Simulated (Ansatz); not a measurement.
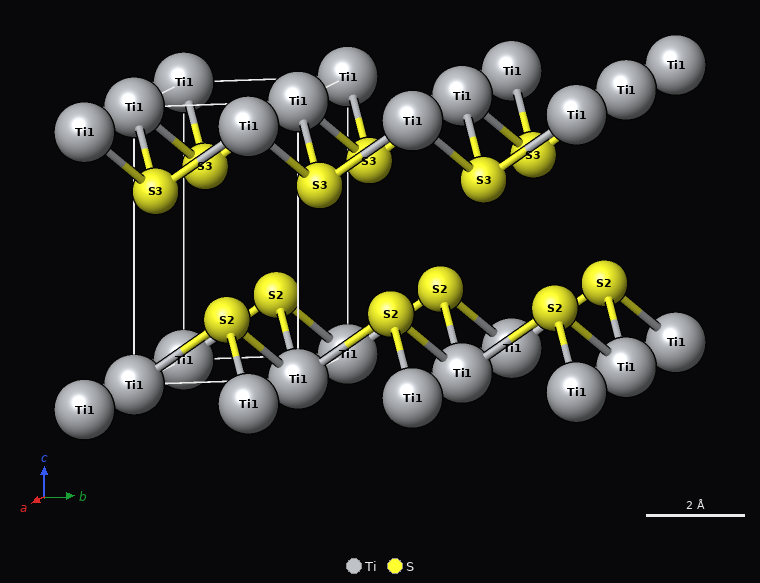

The structure as given in the input (ball-and-stick view of the cell of the calculation, repeated 2 × 3 × 1, seen slightly off an axis; atoms are numbered from 1 in the order of the input).

**Field-gradient calculation, with input and output: TiS2**

TiS2 (P-3m1, 3 atoms in the cell), computed with DFT, PBE, PAW with Ansatz's default frozen-core files, scalar-relativistic, no spin polarisation (Ansatz 0.2.0).

The structure derives from an entry of the Crystallography Open Database. Its volume is 1.02 times that of the source entry. It belongs to a series of runs on one base structure; here: volume scaled by 1.02, PAW files. Figures and captions count atoms from 1; the log counts them from 0 in places.

**What the program printed**
```
Engine: ansatz 0.2.0, aarch64-unknown-linux-gnu
Pseudopotentials: kind: paw
Pseudopotential: Ti, paw, valence charge 12, recommended cutoff 420 eV (normal), Ti.paw.azcp
Pseudopotential: S, paw, valence charge 6, recommended cutoff 420 eV (normal), S.paw.azcp
Functional definition: PBE
  parameter kappa = 0.804
  parameter beta = 0.06672455060314922
  exchange = pbe_x(kappa = kappa, mu = beta*pi^2/3)
  correlation = pbe_c(beta = beta)
Crystal: 3 atoms, lattice volume = 58.566 Å³
Basis set: ecut = 420 eV, 1123 PW (Γ), exchange–correlation on 48×48×80 points (8 copies of the dense FFT grid, shifted against one another)
Bands: 16, of which v1, the nominal top of the filled ones, is band 12 counted from 1 (11 counted from 0)
Symmetry: 12 space group operations
Space group: P-3m1 (ITA 164), of the structure as read, at distance tolerance 3.9e-5 Å
k-points: 144 of 1372
Non-local potential: Ti, projectors of the file, l = 0: 3, l = 1: 2, l = 2: 3, l = 3: 1
Non-local potential: S, projectors of the file, l = 0: 2, l = 1: 2, l = 2: 2
PAW form: soft (Blöchl's): semilocal exchange-correlation on the pseudo side does not see the compensation charge
PAW one-centre angular grid: Ti, 590 points (default); XC on 64 Gauss nodes
PAW one-centre angular grid: S, 110 points (default); XC on 64 Gauss nodes
Initial density: superposition of atomic densities (neutral atoms: chi_scale 0, normalization atom), corrected by the library's trained network
Initial wavefunctions: pseudopotential atomic-orbital guess
Functional: x = pbe(κ = 0.804, μ = 0.2195149727645171), c = pbe(β = 0.06672455060314922)
SCF iter   1: F=—  HF=-4307.664416 eV  |F-HF|=—  |Δ(HF+E_count)|=         —  Δρ=3.60e-3  dr2=1.31e-2  ethr=1.77e-3  ⟨swp⟩=5.0  Hψ=12490  notcnv=0
preconditioner: auto → Kerker (q_TF=auto, 2.351 Å⁻¹)  [metal: Δε(μ)=0.060 eV  Ē_g=6.904 eV  σ=0.050 eV  W_gap=0.27  n_scr=10 (ndim 8)  ℏωp=19.4 eV  f_vac=0.009  D(μ)=0.30/eV (n_scr^D=0)]
SCF iter   2: F=—  HF=-4307.663183 eV  |F-HF|=—  |Δ(HF+E_count)|=   1.23e-3  Δρ=1.74e-3  dr2=3.22e-3  ethr=5.46e-5  ⟨swp⟩=1.4  Hψ=3525  notcnv=0
SCF iter   3: F=—  HF=-4307.663095 eV  |F-HF|=—  |Δ(HF+E_count)|=   8.79e-5  Δρ=2.04e-4  dr2=5.97e-5  ethr=1.34e-5  ⟨swp⟩=2.0  Hψ=2555  notcnv=0
SCF iter   4: F=—  HF=-4307.663127 eV  |F-HF|=—  |Δ(HF+E_count)|=   3.21e-5  Δρ=6.22e-5  dr2=3.38e-6  ethr=2.49e-7  ⟨swp⟩=2.4  Hψ=3262  notcnv=0
SCF iter   5: F=—  HF=-4307.663128 eV  |F-HF|=—  |Δ(HF+E_count)|=   6.70e-7  Δρ=1.75e-5  dr2=5.15e-7  ethr=1.41e-8  ⟨swp⟩=2.0  Hψ=3110  notcnv=0
SCF iter   6: F=-4307.663128 eV  HF=-4307.663128 eV  |F-HF|=2.02e-9  |Δ(HF+E_count)|=   1.68e-7  Δρ=4.85e-6  dr2=3.32e-8  ethr=4.17e-10  ⟨swp⟩=4.4  Hψ=7611  notcnv=0
SCF 1 converged in 6 iterations: F = -4307.663128 eV  dr2 = 3.32e-8
  greatest PAW one-centre occupation: 0.999 electrons in one spin orbital (limit 2), on the Ti atom at site 0 (counted from 0), in its partial waves of l = 0
```

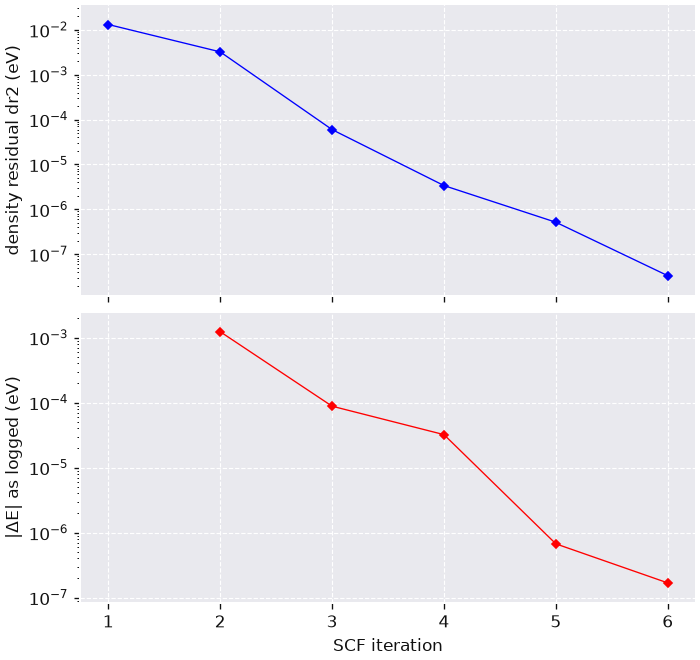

Convergence of the self-consistent field: density residual dr2 and size of the energy change against the SCF iteration. The residual falls at every step.

```
SCF converged after 6 iterations
Free energy (F): -4307.663128 eV
Harris-Foulkes:  -4307.663128 eV  (|F-HF|=2.02e-9)
Internal energy: -4307.659988 eV  (E = F + TS)
E sigma→0 (E₀):  -4307.661558 eV
Entropy (-TS):   -0.003140 eV (-1.047 meV/atom)
Fermi energy:    7.524461 eV
--- Per-component energies (eV) ---
  E_band       = -220.617467
  E_kinetic    = 483.763366
  E_local      = -1579.464328  (includes V_loc(G=0)·N_el)
  E_nonlocal   = 62.678241
  E_hartree    = 643.926020
  E_xc         = -291.944712
  E_vxc        = -297.131119  (∫ρ·V_xc dr)
  E_paw        = -2246.656418  (= ΣΔE_a)
  E_vpaw       = -178.319875  (= ΣTr[D̂ρ^β])
  E_aug_tail   = 0.000129  (compensation charges beyond the density's cutoff)
  E_ewald      = -1379.962287
  E_smearing   = -0.003140  (= −TS)
  E_closure    = 0.000000  (closes the sum)
  Σ components = -4307.663128   (vs F -4307.663128, Δ=0.00e0)
--- Forces (eV/Å), atoms counted from 1 ---
  atom   1  Ti    -0.00000000    -0.00000000     0.00000000
  atom   2  S      0.00000000    -0.00000000    -0.35213834
  atom   3  S      0.00000000     0.00000000     0.35213834
  max |Σ_I F_I| component: 1.85e-17 eV/Å
--- Stress (GPa, compression-positive) ---
       -1.766594       0.000000       0.000000
        0.000000      -1.766594      -0.000000
        0.000000       0.000000      -0.831283
  P = ⅓ Tr σ = -1.4548 GPa (-14.548 kbar)
--- PAW observables at the nuclei: V_zz in 10²¹ V/m², potentials from the cell's mean, atoms counted from 1 ---
  atom   1  Ti V_zz =    -1.922686   η = 0.0000   by run symmetry: allowed
            electrostatic potential = -2524.657489 V   contact ρ = 56786.187653 e/Å³
  atom   2  S  V_zz =    -1.064010   η = 0.0000   by run symmetry: allowed
            electrostatic potential = -1633.571849 V   contact ρ = 19770.010448 e/Å³
  atom   3  S  V_zz =    -1.064010   η = 0.0000   by run symmetry: allowed
            electrostatic potential = -1633.571849 V   contact ρ = 19770.010448 e/Å³
--- Band table (eV; the first three rows and the last of 144) ---
  k-point 0: bands = ["-50.1510", "-26.3704", "-26.3313", "-26.3313", "-6.1037", "-4.4850", "2.3197", "4.8202", "4.8202", "7.4982", "7.5865", "7.5865", "8.0191", "8.0191", "8.4281", "10.8907"]
  k-point 1: bands = ["-50.1510", "-26.3704", "-26.3313", "-26.3313", "-6.0552", "-4.5731", "2.5087", "4.8283", "4.8283", "7.0257", "7.5531", "7.5531", "8.0165", "8.0165", "8.6432", "10.9437"]
  k-point 2: bands = ["-50.1510", "-26.3704", "-26.3313", "-26.3313", "-5.9231", "-4.7902", "3.0185", "4.8467", "4.8467", "6.1518", "7.4806", "7.4806", "8.0096", "8.0096", "8.8662", "11.0628"]
  k-point 143: bands = ["-50.1390", "-26.4209", "-26.4028", "-26.3447", "-4.3242", "-4.2687", "3.1366", "3.2758", "3.9012", "4.6252", "5.3116", "5.4390", "8.6088", "8.9781", "9.0248", "10.8562"]
```

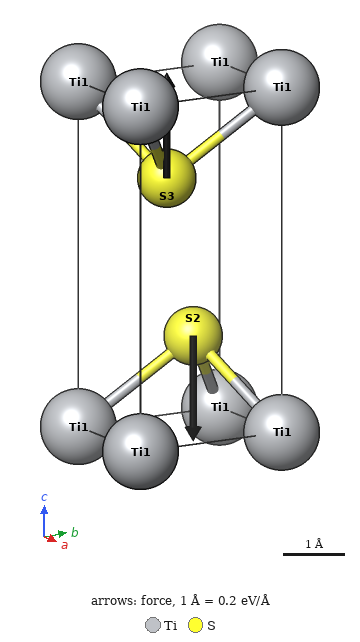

Forces on the atoms as black arrows (ball-and-stick view of the cell of the calculation, seen slightly off an axis; atoms are numbered from 1 in the order of the input). The largest act on S2, S3 (0.35 eV/Å). The geometry is not a stationary point of this energy.

This output came from the following input.

**Input file**
```yaml
crystal:
  lattice:
    - [3.4345972614, 0.0, 0.0]
    - [-1.7172986307, 2.9744484802, 0.0]
    - [0.0, 0.0, 5.7327163309]
  atoms:
    - { symbol: Ti, position: [0.0, 0.0, 0.0] }
    - { symbol: S, position: [0.3333333333, 0.6666666667, 0.25] }
    - { symbol: S, position: [0.6666666667, 0.3333333333, 0.75] }
kpoints:
  mp_grid: { grid: [14, 14, 7] }
scf:
  occupations: { method: fermi_dirac, width: 0.05 }
hamiltonian:
  xc: pbe
  pseudopotentials: { kind: paw }
output:
  forces: true
  stress: true
  eigenvalues: true
  efg: { contact_densities: true }
```

Run as:
```bash
ansatz run input.yaml --threads 1 --pin off --max-ram 6144MiB --backend cpu --events-out ev --progress --plain --runs-dir out
```

**Key numbers**

```csv
quantity,value
outcome,converged
space group (tolerance 0.01 Å),P-3m1 (164)
electrons treated,24
free energy,−4307.6631 eV
Fermi energy,7.524 eV
pressure,−1.45 GPa
field gradient V_zz (10²¹ V/m²),"Ti −1.92, S −1.06, S −1.06"
largest force (length of the vector),0.352 eV/Å
hardware,"1 thread of Arm Neoverse V1, 24 GiB of memory available, shared host"
wall time,6.9 s
peak memory,0.42 GiB
```
